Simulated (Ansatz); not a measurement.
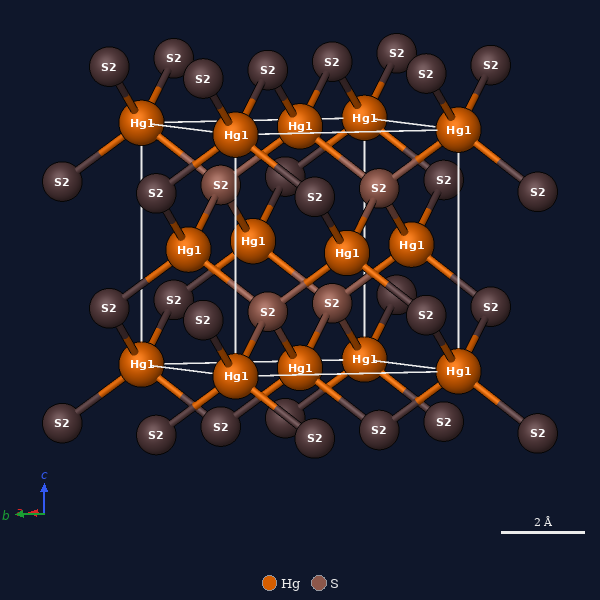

Fig. 1: The structure (ball-and-stick view of the cell 4 times as large as that of the calculation, set on its symmetry axes, seen at an oblique angle; neighbours outside the cell are drawn fainter; atoms are numbered from 1 in the order of the input).

# HgS: one change and its effect

System: HgS (F-43m, 2 atoms in the cell).
Method of the first run: DFT, HSE06, PAW, plane waves (Ansatz 0.2.0).

The structure was built on a prototype by a generator. Text and figures count atoms from 1; the logs count them from 0 in places.

Input file, the first run:
```yaml
crystal:
  lattice:
    - [0.000000, 2.938523, 2.938523]
    - [2.938523, 0.000000, 2.938523]
    - [2.938523, 2.938523, 0.000000]
  atoms:
    - { symbol: Hg, position: [0.000000, 0.000000, 0.000000] }
    - { symbol: S, position: [0.250000, 0.250000, 0.250000] }
kpoints:
  mp_grid: { grid: [7, 7, 7] }
  band_path: { path: [VBM, CBM], npoints: 2 }
hamiltonian:
  xc: hse06
scf:
  occupations: { method: fermi_dirac, width: 0.01 }
output:
  forces: true
  eigenvalues: true
  populations: true
```

Command:
```bash
ansatz run in.yaml --threads 8 --pin off --max-ram 17100MiB --runs-dir r --events-out ev --progress --plain
```

Hardware: 8 threads of Arm Neoverse-V1, 18 GiB of memory available, shared host.

Output, shortened to warnings, some set-up lines, iterations and results (the first run):
```
Basis set: ecut = 420 eV, 965 PW (Γ), exchange–correlation on 60×60×60 points (8 copies of the dense FFT grid, shifted against one another)
Symmetry: 24 space group operations
k-points: 20 of 343 (time reversal used)
Initial density: superposition of atomic densities (neutral atoms: chi_scale 0, normalization atom), corrected by the library's trained network
[...]
SCF iter   1: F=—  HF=-14715.777868 eV  |F-HF|=—  |Δ(HF+E_count)|=         —  Δρ=2.39e-3  dr2=2.30e-3  ethr=1.77e-3  ⟨swp⟩=8.8  Hψ=1572  notcnv=0
SCF iter   2: F=—  HF=-14715.777317 eV  |F-HF|=—  |Δ(HF+E_count)|=   5.51e-4  Δρ=4.33e-4  dr2=6.48e-5  ethr=2.53e-7  ⟨swp⟩=2.2  Hψ=1683  notcnv=0  defer=1
SCF iter   3: F=—  HF=-14715.777345 eV  |F-HF|=—  |Δ(HF+E_count)|=   2.79e-5  Δρ=2.40e-4  dr2=1.25e-5  ethr=2.49e-7  ⟨swp⟩=3.0  Hψ=779  notcnv=0
SCF iter   4: F=—  HF=-14715.777362 eV  |F-HF|=—  |Δ(HF+E_count)|=   1.70e-5  Δρ=8.48e-5  dr2=3.69e-6  ethr=4.82e-8  ⟨swp⟩=3.0  Hψ=771  notcnv=0
SCF iter   5: F=—  HF=-14715.777364 eV  |F-HF|=—  |Δ(HF+E_count)|=   2.75e-6  Δρ=1.30e-5  dr2=6.50e-8  ethr=1.42e-8  ⟨swp⟩=3.0  Hψ=693  notcnv=0
[... 6 lines ...]
SCF iter   5: F=-14719.684829 eV  HF=-14719.684831 eV  |F-HF|=2.39e-6  |Δ(HF+E_count)|=   5.29e-8  Δρ=6.43e-5  dr2=2.94e-6  ethr=5.71e-8  ⟨swp⟩=3.0  Hψ=769  notcnv=0
SCF 2 stopped early in 5 iterations: F = -14719.684829 eV  dr2 = 2.94e-6
SCF iter   1: F=—  HF=-14719.684821 eV  |F-HF|=—  |Δ(HF+E_count)|=         —  Δρ=5.41e-5  dr2=8.13e-7  ethr=6.50e-7  ⟨swp⟩=3.3  Hψ=851  notcnv=0
SCF iter   2: F=-14719.684821 eV  HF=-14719.684821 eV  |F-HF|=3.27e-8  |Δ(HF+E_count)|=   7.31e-8  Δρ=2.24e-5  dr2=6.29e-8  ethr=2.95e-9  ⟨swp⟩=3.0  Hψ=757  notcnv=0
SCF 3 converged in 2 iterations: F = -14719.684821 eV  dr2 = 6.29e-8
  Residual-converged pass: ⟨swp⟩=3.0  Hψ=771  notcnv=0  max |occ|·‖R‖ = 6.3e-6 eV (tolerance 6.7e-6 eV)  dr2=6.30e-8  dr2_onsite=1.79e-8  max |Δocc| = 2.1e-17
hybrid outer 2: dexx = +4.597e-7 eV, tail = 1.78e-7 eV, Δε = 2.15e-3 eV (about 1.62e-4 eV left of the loop's levels)
NSCF: frozen V_eff on 16 k-points
NSCF: frozen V_eff on 14 k-points
NSCF: frozen V_eff on 2 k-points
NSCF: frozen V_eff on 2 k-points
NSCF: frozen V_eff on 2 k-points
NSCF: frozen V_eff on 2 k-points
NSCF: frozen V_eff on 2 k-points
NSCF: frozen V_eff on 2 k-points
NSCF: frozen V_eff on 3 k-points
hybrid SCF converged: 2 outer / 7 inner (+6 warm-up), last move |dexx| = 4.60e-7 eV, tail = 1.78e-7 eV
Stability not checked: this state was not tested for a lower state beside it, because the functional holds exact exchange (a hybrid, or Hartree-Fock), whose exchange loop this test does not read (fock_operator; see scf.lower_state_search)
Free energy (F): -14719.684821 eV
Harris-Foulkes:  -14719.684821 eV  (|F-HF|=3.27e-8)
Internal energy: -14719.684821 eV  (E = F + TS)
E sigma→0 (E₀):  -14719.684821 eV
Fermi energy:    7.755483 eV
--- Per-component energies (eV) ---
  E_band       = -554.593822
  E_kinetic    = 708.973638
  E_local      = -3450.648420  (includes V_loc(G=0)·N_el)
  E_nonlocal   = 104.002510
  E_hartree    = 1469.438175
  E_xc         = -252.970487
  E_vxc        = -276.870346  (∫ρ·V_xc dr)
  E_exx        = -89.063096  (= α·E_x^exact, valence–valence)
  E_paw        = -10522.784059  (= ΣΔE_a)
  E_vpaw       = -400.800961  (= ΣTr[D̂ρ^β])
  E_aug_tail   = 0.000958  (compensation charges beyond the density's cutoff)
  E_ewald      = -2684.708597
  E_core_change = -1.925442  (= ΣΔE_core)
  E_smearing   = -0.000000  (= −TS)
  E_closure    = -0.000001  (closes the sum)
  Σ components = -14719.684821   (vs F -14719.684821, Δ=1.82e-12)
--- Forces (eV/Å), atoms counted from 1 ---
  atom   1  Hg     0.00000000     0.00000000     0.00000000
  atom   2  S     -0.00000000     0.00000000     0.00000000
  max |Σ_I F_I| component: 2.04e-16 eV/Å
--- Löwdin populations: 2 sites ---
  site symbol       q [e]
     0     Hg     18.8162
     1      S      6.9693
  spilling = 0.008249 (of n_electrons = 26.000000)
```

For the second run the input was changed thus:
```diff
-  xc: hse06
+  xc: r2scan
```

How does the second run compare with the first run?

The total energies belong to different methods, so their difference says nothing on which is more stable or more accurate. The functional changes from HSE06 to r2SCAN. The SCF takes 6 iterations against 13. The default cutoff goes from 420 to 500 eV with the change. The plane waves at Γ go from 965 to 1243. On the same kind of shared host the second run took about 0.017 times as long.

Output, shortened to warnings, some set-up lines, iterations and results (the second run):
```
Basis set: ecut = 500 eV, 1243 PW (Γ), exchange–correlation on 128×128×128 points (64 copies of the dense FFT grid, shifted against one another)
Symmetry: 24 space group operations
k-points: 20 of 343 (time reversal used)
Initial density: superposition of atomic densities (neutral atoms: chi_scale 0, normalization atom), corrected by the library's trained network
[...]
SCF iter   1: F=—  HF=-14734.044926 eV  |F-HF|=—  |Δ(HF+E_count)|=         —  Δρ=7.61e-3  dr2=2.29e-2  dr2_τ=2.48e-2  ethr=1.77e-3  ⟨swp⟩=6.3  Hψ=1854  notcnv=0
SCF iter   2: F=—  HF=-14734.047564 eV  |F-HF|=—  |Δ(HF+E_count)|=   2.64e-3  Δρ=3.68e-3  dr2=3.79e-3  dr2_τ=1.58e-3  ethr=8.81e-5  ⟨swp⟩=2.9  Hψ=772  notcnv=0
SCF iter   3: F=—  HF=-14734.047154 eV  |F-HF|=—  |Δ(HF+E_count)|=   4.09e-4  Δρ=1.95e-3  dr2=5.59e-4  dr2_τ=9.98e-5  ethr=1.46e-5  ⟨swp⟩=2.8  Hψ=580  notcnv=0
SCF iter   4: F=—  HF=-14734.047322 eV  |F-HF|=—  |Δ(HF+E_count)|=   1.68e-4  Δρ=2.03e-4  dr2=9.74e-6  dr2_τ=1.79e-6  ethr=2.15e-6  ⟨swp⟩=2.0  Hψ=407  notcnv=0
SCF iter   5: F=—  HF=-14734.047314 eV  |F-HF|=—  |Δ(HF+E_count)|=   8.51e-6  Δρ=3.07e-5  dr2=2.06e-7  dr2_τ=4.74e-8  ethr=3.75e-8  ⟨swp⟩=2.0  Hψ=521  notcnv=0
SCF iter   6: F=-14734.047314 eV  HF=-14734.047314 eV  |F-HF|=1.20e-8  |Δ(HF+E_count)|=   3.76e-7  Δρ=8.63e-6  dr2=1.85e-8  dr2_τ=4.94e-9  ethr=3.85e-10  ⟨swp⟩=5.4  Hψ=1496  …
SCF 1 converged in 6 iterations: F = -14734.047314 eV  dr2 = 1.85e-8
NSCF: frozen V_eff on 16 k-points
NSCF: frozen V_eff on 14 k-points
NSCF: frozen V_eff on 2 k-points
NSCF: frozen V_eff on 2 k-points
NSCF: frozen V_eff on 2 k-points
NSCF: frozen V_eff on 2 k-points
NSCF: frozen V_eff on 2 k-points
NSCF: frozen V_eff on 2 k-points
NSCF: frozen V_eff on 2 k-points
NSCF: frozen V_eff on 3 k-points
SCF converged after 6 iterations
Free energy (F): -14734.047314 eV
Harris-Foulkes:  -14734.047314 eV  (|F-HF|=1.20e-8)
Internal energy: -14734.047203 eV  (E = F + TS)
E sigma→0 (E₀):  -14734.047258 eV
Entropy (-TS):   -0.000111 eV (-0.056 meV/atom)
Fermi energy:    7.875277 eV
--- Per-component energies (eV) ---
  E_band       = -522.530868
  E_kinetic    = 708.882699
  E_local      = -3451.550081  (includes V_loc(G=0)·N_el)
  E_nonlocal   = 103.327929
  E_hartree    = 1469.675197
  E_xc         = -298.829998
  E_vxc        = -382.816562  (∫ρ·V_xc dr)
  E_paw        = -10580.586042  (= ΣΔE_a)
  E_vpaw       = -464.124088  (= ΣTr[D̂ρ^β])
  E_aug_tail   = 0.000383  (compensation charges beyond the density's cutoff)
  E_vtau       = 24.404101  (kinetic-family band-sum trace: ∫τ·v_τ [+ j·A + Jᵃ·Aᵃ] dr)
  E_ewald      = -2684.708597
  E_core_change = -0.258694  (= ΣΔE_core)
  E_smearing   = -0.000111  (= −TS)
  E_closure    = 0.000000  (closes the sum)
  Σ components = -14734.047314   (vs F -14734.047314, Δ=0.00e0)
--- Forces (eV/Å), atoms counted from 1 ---
  atom   1  Hg     0.00000000    -0.00000000     0.00000000
  atom   2  S     -0.00000000     0.00000000     0.00000000
  max |Σ_I F_I| component: 2.22e-16 eV/Å
--- Löwdin populations: 2 sites ---
  site symbol       q [e]
     0     Hg     18.8507
     1      S      6.9335
  spilling = 0.008299 (of n_electrons = 26.000000)
```

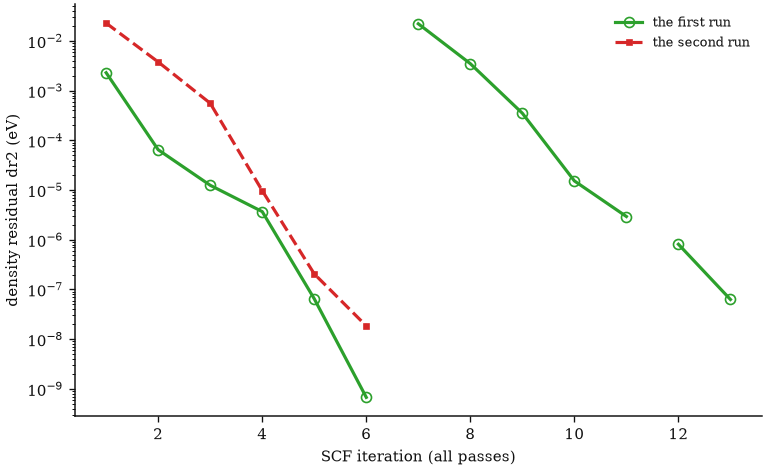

Fig. 2: Convergence of the two runs: density residual dr2 against the SCF iteration. A break in a curve parts two SCF passes. The first run takes 13 iterations in all, and the second run takes 6.

The two runs side by side:

| quantity | the first run | the second run |
| --- | --- | --- |
| outcome | converged | converged |
| free energy per atom (eV) | −7359.8424 | −7367.0237 |
| largest force (eV/Å) | 0.000 | 0.000 |
| SCF iterations | 13 | 6 |
| irreducible k-points | 20 | 20 |
| plane waves at Γ | 965 | 1243 |
| wall time (shared host) | 2.1 min | 2.2 s |

For both runs: Spin–orbit coupling is left out, which matters for Hg.
